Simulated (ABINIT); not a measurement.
# Optical-spectrum calculation, with input and output: ZnS (part 2 of 2)

Continued. System: ZnS (F-43m, 2 atoms in the cell). Method: Kohn-Sham DFT of a periodic cell, LDA, PseudoDojo NC SR LDA v0.4.1 standard, no spin polarisation (ABINIT 10.8.3); cutoff 816.34 eV, 6×6×6 k-mesh, fixed occupations. The structure derives from an entry of the Crystallography Open Database.

What the program printed, continued:
```
--- !ResultsGS
iteration_state: {dtset: 1, }
comment   : Summary of ground state results
lattice_vectors:
- [  0.0000000,   5.1060400,   5.1060400, ]
- [  5.1060400,   0.0000000,   5.1060400, ]
- [  5.1060400,   5.1060400,   0.0000000, ]
lattice_lengths: [   7.22103,    7.22103,    7.22103, ]
lattice_angles: [ 60.000,  60.000,  60.000, ] # degrees, (23, 13, 12)
lattice_volume:   2.6624572E+02
convergence: {deltae:  2.302E-12, res2:  9.557E-15, residm:  4.307E-16, diffor: null, }
etotal    :  -2.20005489E+02
entropy   :   0.00000000E+00
fermie    :   1.22833247E-01
cartesian_stress_tensor: # hartree/bohr^3
- [  1.43421984E-03,   0.00000000E+00,   0.00000000E+00, ]
- [  0.00000000E+00,   1.43421984E-03,   0.00000000E+00, ]
- [  0.00000000E+00,   0.00000000E+00,   1.43421984E-03, ]
pressure_GPa:  -4.2196E+01
xred      :
- [  7.5000E-01,   7.5000E-01,   7.5000E-01, Zn]
- [  0.0000E+00,   0.0000E+00,   0.0000E+00,  S]
cartesian_forces: # hartree/bohr
- [ -8.23976735E-31,  -8.23976735E-31,   2.47193021E-30, ]
- [  8.23976735E-31,   8.23976735E-31,  -2.47193021E-30, ]
force_length_stats: {min:   2.73282167E-30, max:   2.73282167E-30, mean:   2.73282167E-30, }
...

 Integrated electronic density in atomic spheres:
 ------------------------------------------------
 Atom  Sphere_radius  Integrated_density
    1        2.00000         18.14837035
    2        2.00000          3.92779790
================================================================================

 ----iterations are completed or convergence reached----

 Mean square residual over all n,k,spin=   93.755E-19; max=  43.069E-17
 reduced coordinates (array xred) for    2 atoms
       0.750000000000      0.750000000000      0.750000000000
       0.000000000000      0.000000000000      0.000000000000
 rms dE/dt=  1.1900E-29; max dE/dt=  1.6829E-29; dE/dt below (all hartree)
    1      -0.000000000000     -0.000000000000      0.000000000000
    2       0.000000000000      0.000000000000      0.000000000000

 cartesian coordinates (angstrom) at end:
    1      4.05299999733097     4.05299999733097     4.05299999733097
    2      0.00000000000000     0.00000000000000     0.00000000000000

 cartesian forces (hartree/bohr) at end:
    1     -0.00000000000000    -0.00000000000000     0.00000000000000
    2      0.00000000000000     0.00000000000000    -0.00000000000000
 frms,max,avg= 1.5777953E-30 2.4719302E-30   0.000E+00  0.000E+00  0.000E+00 h/b

 cartesian forces (eV/Angstrom) at end:
    1     -0.00000000000000    -0.00000000000000     0.00000000000000
    2      0.00000000000000     0.00000000000000    -0.00000000000000
 frms,max,avg= 8.1133498E-29 1.2711176E-28   0.000E+00  0.000E+00  0.000E+00 e/A
 length scales=  7.221031002100  7.221031002100  7.221031002100 bohr
              =  3.821205042943  3.821205042943  3.821205042943 angstroms
 Fermi (or HOMO) energy (hartree) =   0.12283   Average Vxc (hartree)=  -0.37881
 Eigenvalues (hartree) for nkpt=  28  k points:
 kpt#   1, nband= 13, wtk=  0.02778, kpt= -0.0833 -0.1667  0.0000 (reduced coord)
  -4.45301   -2.77898   -2.77895   -2.77894   -0.34981   -0.11446   -0.11266   -0.11256
  -0.09714   -0.09622    0.07147    0.11002    0.11315
 prteigrs : prtvol=0 or 1, do not print more k-points.

--- !EnergyTerms
iteration_state     : {dtset: 1, }
comment             : Components of total free energy in Hartree
kinetic             :  9.59285279303731E+01
hartree             :  9.19577368433184E+01
xc                  : -2.53016742073755E+01
Ewald energy        : -1.07297656398597E+02
psp_core            :  3.45469026429768E+00
local_psp           : -2.32256592109789E+02
non_local_psp       : -4.64905217235838E+01
total_energy        : -2.20005489401356E+02
total_energy_eV     : -5.98665434833638E+03
band_energy         : -2.70422305026073E+01
...

 Cartesian components of stress tensor (hartree/bohr^3)
  sigma(1 1)=  1.43421984E-03  sigma(3 2)=  0.00000000E+00
  sigma(2 2)=  1.43421984E-03  sigma(3 1)=  0.00000000E+00
  sigma(3 3)=  1.43421984E-03  sigma(2 1)=  0.00000000E+00

-Cartesian components of stress tensor (GPa)         [Pressure= -4.2196E+01 GPa]
- sigma(1 1)=  4.21962046E+01  sigma(3 2)=  0.00000000E+00
- sigma(2 2)=  4.21962046E+01  sigma(3 1)=  0.00000000E+00
- sigma(3 3)=  4.21962046E+01  sigma(2 1)=  0.00000000E+00

================================================================================
== DATASET  2 ==================================================================

--- !DatasetInfo
iteration_state: {dtset: 2, }
dimensions: {natom: 2, nkpt: 28, mband: 23, nsppol: 1, nspinor: 1, nspden: 1, mpw: 2108, }
cutoff_energies: {ecut:  30.0, pawecutdg:  -1.0, }
electrons: {nelect:   2.60000000E+01, charge:   0.00000000E+00, occopt:   1.00000000E+00, tsmear:   1.00000000E-02, }
meta: {optdriver: 0, ionmov: 0, optcell: 0, iscf: -2, paral_kgb: 0, }
...

 mkfilename : getden/=0, take file _DEN from output of DATASET   1.

 Exchange-correlation functional for the present dataset will be:
  LDA: Perdew-Wang 92 LSD fit to Ceperley-Alder data - ixc=7
  J.P.Perdew and Y.Wang, PRB 45, 13244 (1992)

 Real(R)+Recip(G) space primitive vectors, cartesian coordinates (Bohr,Bohr^-1):
 R(1)=  0.0000000  5.1060400  5.1060400  G(1)= -0.0979232  0.0979232  0.0979232
 R(2)=  5.1060400  0.0000000  5.1060400  G(2)=  0.0979232 -0.0979232  0.0979232
 R(3)=  5.1060400  5.1060400  0.0000000  G(3)=  0.0979232  0.0979232 -0.0979232
 Unit cell volume ucvol=  2.6624572E+02 bohr^3
 Angles (23,13,12)=  6.00000000E+01  6.00000000E+01  6.00000000E+01 degrees

 getcut: wavevector=  0.0000  0.0000  0.0000  ngfft=  36  36  36
         ecut(hartree)=     30.000   => boxcut(ratio)=   2.02198
--------------------------------------------------------------------------------

================================================================================
 Non-SCF case, kpt    1 ( -0.08333 -0.16667  0.00000), residuals and eigenvalues=
  5.07E-13  2.96E-13  1.22E-13  3.70E-13  4.20E-13  6.78E-13  2.57E-13  3.77E-13
  4.35E-13  5.67E-13  9.77E-13  6.83E-13  2.42E-13  2.47E-13  3.99E-13  9.00E-13
  4.45E-13  5.78E-13  2.39E-13  3.79E-13  1.71E-12  2.13E-11  6.13E-11
 -4.4530E+00 -2.7790E+00 -2.7790E+00 -2.7789E+00 -3.4981E-01 -1.1446E-01
 -1.1266E-01 -1.1256E-01 -9.7138E-02 -9.6217E-02  7.1474E-02  1.1002E-01
  1.1315E-01  2.4129E-01  3.3313E-01  3.7588E-01  3.7754E-01  4.9393E-01
  5.4936E-01  5.9838E-01  6.4369E-01  6.9176E-01  7.1712E-01
 prteigrs : prtvol=0 or 1, do not print more k-points.

--- !ResultsGS
iteration_state: {dtset: 2, }
comment   : Summary of ground state results
lattice_vectors:
- [  0.0000000,   5.1060400,   5.1060400, ]
- [  5.1060400,   0.0000000,   5.1060400, ]
- [  5.1060400,   5.1060400,   0.0000000, ]
lattice_lengths: [   7.22103,    7.22103,    7.22103, ]
lattice_angles: [ 60.000,  60.000,  60.000, ] # degrees, (23, 13, 12)
lattice_volume:   2.6624572E+02
convergence: {deltae:  0.000E+00, res2:  0.000E+00, residm:  9.974E-13, diffor:  0.000E+00, }
etotal    :  -2.20005489E+02
entropy   :   0.00000000E+00
fermie    :   1.22833247E-01
cartesian_stress_tensor: null
pressure_GPa: null
xred      :
- [  7.5000E-01,   7.5000E-01,   7.5000E-01, Zn]
- [  0.0000E+00,   0.0000E+00,   0.0000E+00,  S]
cartesian_forces: null
force_length_stats: {min: null, max: null, mean: null, }
...

 Integrated electronic density in atomic spheres:
 ------------------------------------------------
 Atom  Sphere_radius  Integrated_density
    1        2.00000         18.14837035
    2        2.00000          3.92779790
================================================================================

 ----iterations are completed or convergence reached----

 Mean square residual over all n,k,spin=   50.678E-14; max=  99.741E-14
 reduced coordinates (array xred) for    2 atoms
       0.750000000000      0.750000000000      0.750000000000
       0.000000000000      0.000000000000      0.000000000000

 cartesian coordinates (angstrom) at end:
    1      4.05299999733097     4.05299999733097     4.05299999733097
    2      0.00000000000000     0.00000000000000     0.00000000000000
 length scales=  7.221031002100  7.221031002100  7.221031002100 bohr
              =  3.821205042943  3.821205042943  3.821205042943 angstroms
 Eigenvalues (hartree) for nkpt=  28  k points:
 kpt#   1, nband= 23, wtk=  0.02778, kpt= -0.0833 -0.1667  0.0000 (reduced coord)
  -4.45301   -2.77898   -2.77895   -2.77894   -0.34981   -0.11446   -0.11266   -0.11256
  -0.09714   -0.09622    0.07147    0.11002    0.11315    0.24129    0.33313    0.37588
   0.37754    0.49393    0.54936    0.59838    0.64369    0.69176    0.71712
 prteigrs : prtvol=0 or 1, do not print more k-points.

================================================================================
== DATASET  3 ==================================================================

--- !DatasetInfo
iteration_state: {dtset: 3, }
dimensions: {natom: 2, nkpt: 28, mband: 19, nsppol: 1, nspinor: 1, nspden: 1, mpw: 2108, }
cutoff_energies: {ecut:  30.0, pawecutdg:  -1.0, }
electrons: {nelect:   2.60000000E+01, charge:   0.00000000E+00, occopt:   1.00000000E+00, tsmear:   1.00000000E-02, }
meta: {optdriver: 8, wfk_task: 7, }
...

 mkfilename : getwfk/=0, take file _WFK from output of DATASET   2.

 Exchange-correlation functional for the present dataset will be:
  LDA: Perdew-Wang 92 LSD fit to Ceperley-Alder data - ixc=7
  J.P.Perdew and Y.Wang, PRB 45, 13244 (1992)

--------------------------------------------------------------------------------

 Computation of velocity matrix elements (DDK)

 Parameters extracted from the Abinit header:
    ecut:     30.0
    nkpt:    864
    mband:   23
    nsppol:  1
    nspinor: 1
    useylm:  0
    inclvkb: 2
    bmin: 1, bmax: 23
    Computing diagonal and off-diagonal matrix elements
    Between band index bmin: 1, bmax: 23

== END DATASET(S) ==============================================================
================================================================================

 -outvars: echo values of variables after computation  --------
            acell      7.2210310021E+00  7.2210310021E+00  7.2210310021E+00 Bohr
           etotal1    -2.2000548940E+02
           etotal3     0.0000000000E+00
            fcart1    -8.2397673547E-31 -8.2397673547E-31  2.4719302064E-30
                       8.2397673547E-31  8.2397673547E-31 -2.4719302064E-30
            fcart3     0.0000000000E+00  0.0000000000E+00  0.0000000000E+00
                       0.0000000000E+00  0.0000000000E+00  0.0000000000E+00
            rprim      0.0000000000E+00  7.0710678120E-01  7.0710678120E-01
                       7.0710678120E-01  0.0000000000E+00  7.0710678120E-01
                       7.0710678120E-01  7.0710678120E-01  0.0000000000E+00
           strten1     1.4342198436E-03  1.4342198436E-03  1.4342198436E-03
                       0.0000000000E+00  0.0000000000E+00  0.0000000000E+00
           strten3     0.0000000000E+00  0.0000000000E+00  0.0000000000E+00
                       0.0000000000E+00  0.0000000000E+00  0.0000000000E+00
           xangst      4.0529999973E+00  4.0529999973E+00  4.0529999973E+00
                       0.0000000000E+00  0.0000000000E+00  0.0000000000E+00
             xred      7.5000000000E-01  7.5000000000E-01  7.5000000000E-01
                       0.0000000000E+00  0.0000000000E+00  0.0000000000E+00
 Calculation completed.
```

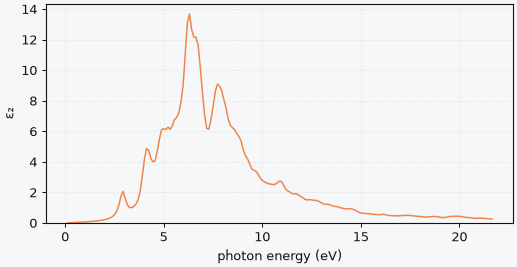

*Imaginary part of the dielectric function (first component that the program prints).*

The highest peak, 13.7, lies at 6.31 eV.

The run was set up as follows.

Input file:
```
# Datasets
ndtset 3

# Pseudopotentials
pp_dirpath "./"
pseudos "Zn.upf, S.upf"

# Structure
acell 7.2210310021 7.2210310021 7.2210310021
rprim
     0.0000000000     0.7071067812     0.7071067812
     0.7071067812     0.0000000000     0.7071067812
     0.7071067812     0.7071067812     0.0000000000
ntypat 2
znucl 30 16
natom 2
typat 1 2
xred
            3/4            3/4            3/4
            0.0            0.0            0.0

# Plane-wave basis
ecut 816.341587 eV

# k points
ngkpt 6 6 6
nshiftk 4
shiftk
     0.5000000000     0.5000000000     0.5000000000
     0.5000000000     0.0000000000     0.0000000000
     0.0000000000     0.5000000000     0.0000000000
     0.0000000000     0.0000000000     0.5000000000
istwfk *1

# Exchange and correlation
ixc 7

# Bands and occupations
occopt 1

# SCF cycle
nstep 80
diemac 6.0

# Output
iomode 3
prteig 0
prtebands 0

# Dataset 1: ground state
nband1 13
tolvrs1 1.0e-12
prtden1 1
prtwf1 0
kptopt1 1

# Dataset 2: empty bands at fixed density
iscf2 -2
getden2 1
nband2 23
nbdbuf2 4
tolwfr2 1.0e-12
nstep2 120
prtden2 0
kptopt2 1

# Dataset 3: wave functions and velocity matrix elements in the full zone
optdriver3 8
wfk_task3 "wfk_optics_fullbz"
getwfk3 2
nband3 19
kptopt3 1
prtevk3 1
inclvkb3 2
```

File optic.abi:
```
&FILES
 ddkfile_1 = 'runo_DS3_1_EVK.nc',
 ddkfile_2 = 'runo_DS3_2_EVK.nc',
 ddkfile_3 = 'runo_DS3_3_EVK.nc',
 wfkfile = 'runo_DS3_WFK.nc'
/
&PARAMETERS
 broadening = 0.007350,
 domega = 0.002,
 maxomega = 0.8,
 scissor = 0.018375,
 tolerance = 0.002
/
&COMPUTATIONS
 num_lin_comp = 1,
 lin_comp = 11,
 num_nonlin_comp = 1,
 nonlin_comp = 123
/
```

Run as:
```bash
abinit run.abi > log 2>&1
optic optic.abi > optic.log 2>&1
```

Summary:

- outcome: converged
- space group (tolerance 0.01 Å): F-43m (216)
- electrons treated: 26
- free energy: −5986.6543 eV
- Fermi energy: 3.342 eV
- pressure: −42.20 GPa
- largest force (length of the vector): under 0.001 eV/Å
- hardware: 1 thread of Arm Neoverse V2, 24 GiB of memory available, shared host
- wall time: 96 s
- peak memory: 0.76 GiB

Points of doubt noted for this run: cutoff too low for stress; second order with scissor. The cell is under a tension of 42 GPa at this level, so it is not at its equilibrium volume.
